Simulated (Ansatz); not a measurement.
Density-of-states calculation, with input and output: Re (part 2 of 2)

Re (P-1, 2 atoms in the cell); DFT with HSE06, PAW plane waves, spin–orbit coupling (Ansatz 0.2.0); cutoff 420 eV, 5×5×3 k-mesh, Fermi–Dirac smearing. The structure is a deliberately distorted cell.

Geometry of the input (Å; fractional positions):
```
2.6325  0.0145  -0.0147
-1.3037  2.2489  -0.0138
-0.0235  -0.0391  4.2874
Re 0.3525  0.6698  0.2391
Re 0.6752  0.3403  0.7510
```

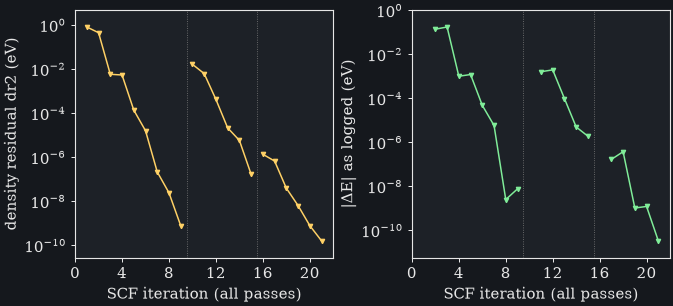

Fig. 1: Convergence of the self-consistent field: density residual dr2 and size of the energy change against the SCF iteration. The run starts with a semilocal functional; after that each stretch between dotted lines is one SCF of the hybrid functional between two exact rebuilds of the exchange operator by the outer loop. Early passes are stopped at a loose threshold. The passes take 9, 6 and 6 iterations.

```
hybrid outer 2: dexx = +4.844e-7 eV, tail = 1.59e-8 eV, Δε = 2.11e-3 eV (about 6.04e-5 eV left of the loop's levels), ΔF = 1.86e-4 eV/Å (tail 3.04e-4)
hybrid SCF converged: 2 outer / 12 inner (+9 warm-up), last move |dexx| = 4.84e-7 eV, tail = 1.59e-8 eV
Magnetization: |M| = 0.0000 μB,  M = (+0.0000, +0.0000, +0.0000) μB
Absolute magnetization: 0.0000 μB (∫|m|)
  site 0: m = (+0.0000, +0.0000, +0.0000) μB, |m| = 0.0000 μB  (R = 1.06 Å)
  site 1: m = (+0.0000, +0.0000, +0.0000) μB, |m| = 0.0000 μB  (R = 1.06 Å)
Free energy (F): -21752.339927 eV
Frozen-core exchange: fock
Harris-Foulkes:  -21752.339927 eV  (|F-HF|=8.73e-11)
Internal energy: -21752.302073 eV  (E = F + TS)
E sigma→0 (E₀):  -21752.321000 eV
Entropy (-TS):   -0.037854 eV (-18.927 meV/atom)
Fermi energy:    28.207701 eV
--- Per-component energies (eV) ---
  E_band       = -89.542937
  E_kinetic    = 1101.017936
  E_local      = -1266.572092  (includes V_loc(G=0)·N_el)
  E_nonlocal   = 86.850803
  E_hartree    = 476.336469
  E_xc         = -641.018135
  E_vxc        = -486.286827  (∫ρ·V_xc dr)
  E_exx        = -92.529381  (= α·E_x^exact, valence–valence)
  E_paw        = -17405.747116  (= ΣΔE_a)
  E_vpaw       = -292.166532  (= ΣTr[D̂ρ^β])
  E_aug_tail   = -0.000139  (compensation charges beyond the density's cutoff)
  E_ewald      = -4005.439536
  E_core_change = -5.200883  (= ΣΔE_core)
  E_smearing   = -0.037854  (= −TS)
  E_closure    = 0.000000  (closes the sum)
  Σ components = -21752.339927   (vs F -21752.339927, Δ=-3.64e-12)
--- Forces (eV/Å), atoms counted from 1 ---
  atom   1  Re    -0.34758553     0.08882439     0.74744624
  atom   2  Re     0.34758553    -0.08882439    -0.74744624
  max |Σ_I F_I| component: 0.00e0 eV/Å
--- Stress (GPa, compression-positive) ---
       75.811546      -4.248499       1.604857
       -4.248499      80.988419       3.823380
        1.604857       3.823379      52.038856
  P = ⅓ Tr σ = 69.6129 GPa (696.129 kbar)
--- Band table (eV; the first three rows and the last of 38) ---
  k-point 0: bands = ["-55.5382", "-55.5382", "-55.2691", "-55.2691", "-24.1706", "-24.1706", "-23.5083", "-23.5083", "-13.7663", "-13.7663", "-12.2241", "-12.2241", "-11.9083", "-11.9083", "-11.8562", "-11.8562", "16.0787", "16.0787", "19.3359", "19.3359", "25.2093", "25.2093", "25.4566", "25.4566", "26.2393", "26.2393", "26.2997", "26.2997", "27.3888", "27.3888", "28.5587", "28.5587", "28.7847", "28.7847", "29.1063", "29.1063", "32.4599", "32.4599"]
  k-point 1: bands = ["-55.4754", "-55.4754", "-55.3338", "-55.3338", "-24.0044", "-24.0044", "-23.6639", "-23.6639", "-13.3562", "-13.3562", "-12.4023", "-12.4023", "-12.1431", "-12.1431", "-11.9636", "-11.9636", "17.6288", "17.6288", "19.4462", "19.4462", "24.6201", "24.6201", "25.0077", "25.0077", "25.5458", "25.5458", "25.7943", "25.7943", "25.9829", "25.9829", "26.6319", "26.6319", "30.3804", "30.3804", "30.7796", "30.7796", "32.5867", "32.5867"]
  k-point 2: bands = ["-55.4536", "-55.4536", "-55.2284", "-55.2284", "-24.2367", "-24.2367", "-23.7120", "-23.7120", "-13.7444", "-13.7444", "-12.6650", "-12.6650", "-12.4946", "-12.4946", "-12.0263", "-12.0263", "18.0661", "18.0661", "20.8728", "20.8728", "23.8307", "23.8307", "24.5529", "24.5529", "25.5434", "25.5434", "26.7402", "26.7402", "27.4947", "27.4947", "27.7422", "27.7422", "28.3904", "28.3904", "29.1044", "29.1044", "33.7024", "33.7024"]
  k-point 37: bands = ["-55.3064", "-55.3064", "-55.2253", "-55.2253", "-24.2363", "-24.2363", "-24.0649", "-24.0649", "-13.6645", "-13.6645", "-13.3309", "-13.3309", "-12.8460", "-12.8460", "-12.4123", "-12.4123", "20.7391", "20.7391", "21.3995", "21.3995", "23.0338", "23.0338", "23.6060", "23.6060", "24.9370", "24.9370", "25.1038", "25.1038", "26.7604", "26.7604", "29.4824", "29.4824", "31.5466", "31.5466", "33.2110", "33.2110", "34.2781", "34.2781"]
--- Löwdin populations: 2 sites ---
  site symbol       q [e]
     0     Re     14.8525
     1     Re     14.8525
  spilling = 0.009834 (of n_electrons = 30.000000)
--- Bader charges: 2 sites ---
  site symbol  charge [e]  shift [e]  m_x [muB]  m_y [muB]  m_z [muB]
     0     Re      0.0000     0.0000     0.0000     0.0000     0.0000
     1     Re      0.0000     0.0000     0.0000     0.0000     0.0000
  estimated error of the sums over rays = 2.0e-4 e
```

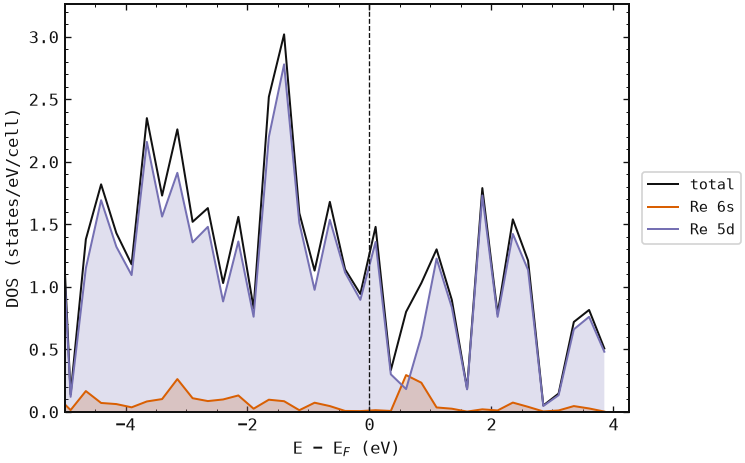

Fig. 2: Density of states (projected on Löwdin-orthogonalised atomic shells), with energies from the Fermi level. There are states at the Fermi level: a metal at this level of theory.

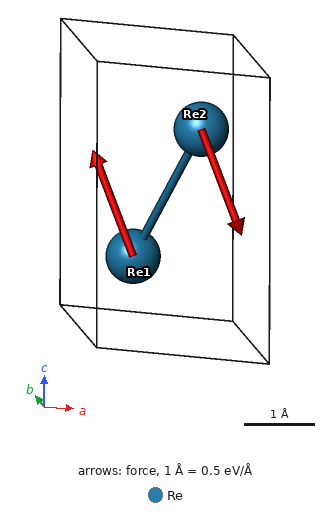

Fig. 3: Forces on the atoms as red arrows (ball-and-stick view of the cell of the calculation, seen slightly off an axis; atoms are numbered from 1 in the order of the input). The largest act on Re1, Re2 (0.83 eV/Å). 

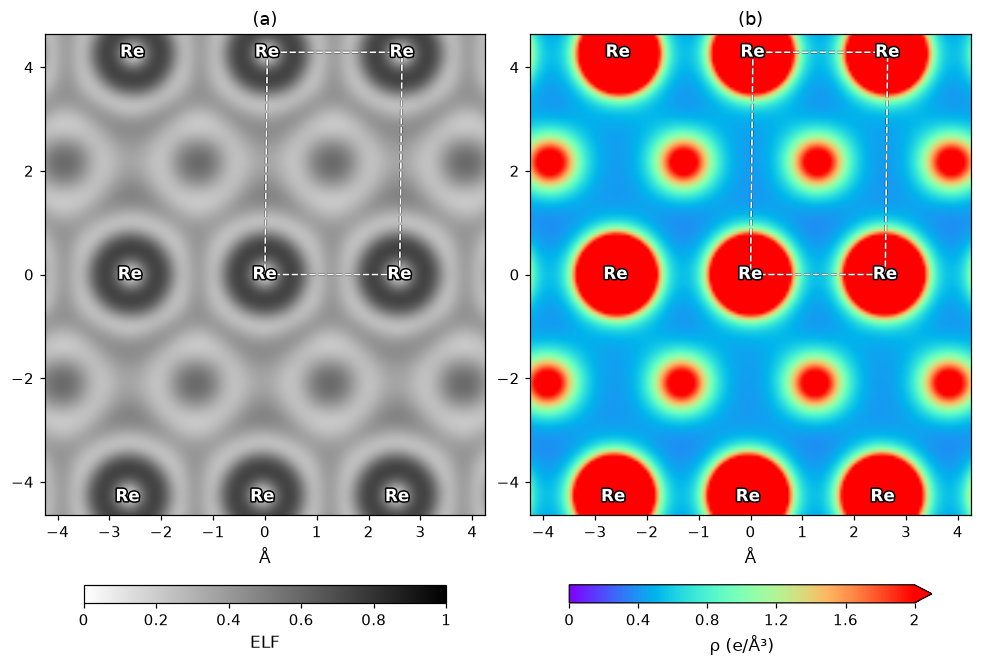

Fig. 4: (a) electron localisation function; (b) valence pseudo-density on the (010) plane of the conventional cell. Atoms in the plane: Re. Away from the nuclei the density in this plane falls to 0.39 e/Å³ at its lowest. The strong features right at Re lie inside the PAW spheres (semicore, d or f shells) and say nothing about bonding. In a PAW calculation such maps are meaningful between the atoms, not at the nuclei.

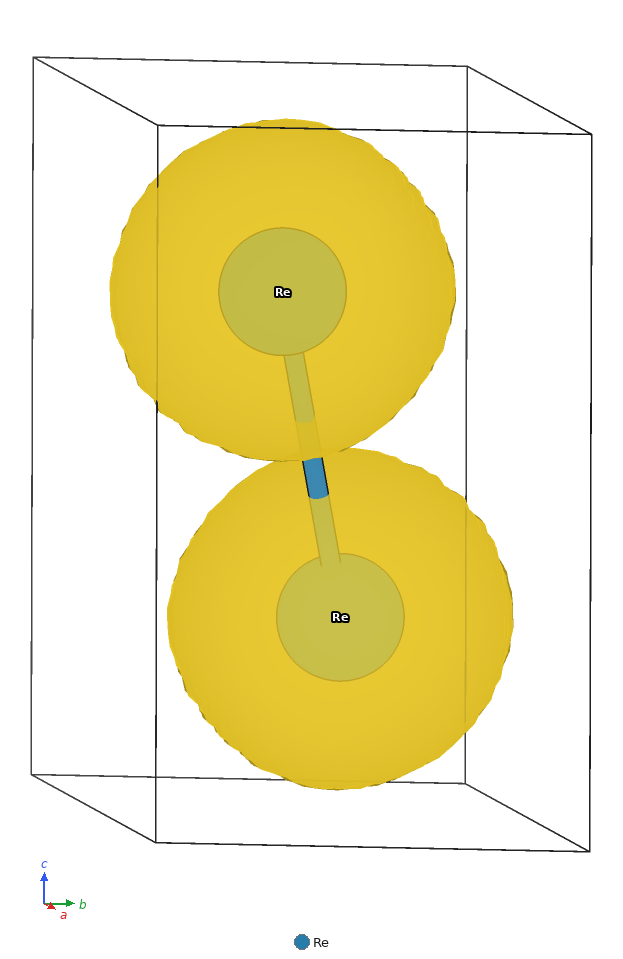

Fig. 5: Isosurface of the valence electron density at 0.8 e/Å³ (yellow), seen slightly off an axis. Sticks mark near contacts. The outline is the cell set on symmetry axes. At this value the density breaks into separate islands; it holds about 70 % of the electrons treated as valence (semicore included). It is pinched off along the Re–Re (2.56 Å), Re–Re (2.60 Å) and Re–Re (2.71 Å) contacts. On the grid the lowest density along these lines, outside the cores, is 0.6 e/Å³ (Re–Re, 2.56 Å), 0.56 e/Å³ (Re–Re, 2.60 Å) and 0.46 e/Å³ (Re–Re, 2.71 Å).

**Key numbers**

| quantity | value |
| --- | --- |
| outcome | converged |
| space group (tolerance 0.01 Å) | P-1 (2) |
| electrons treated | 30 |
| free energy | −21752.3399 eV |
| Fermi energy | 28.208 eV |
| net moment of the cell | 0.00 μB |
| integrated absolute moment | 0.00 μB |
| pressure | 69.61 GPa |
| electronic character | metal |
| largest force (length of the vector) | 0.829 eV/Å |
| wall time | 47 s (CPU time 84 s) |
| peak memory | 1.3 GiB |

**Notes**

The program warns: the exchange loop's threshold is looser than advised for the stress; the SCF threshold is looser than advised for the printed stress. The k-point mesh is coarse for a cell of this size, so the results may not be converged.
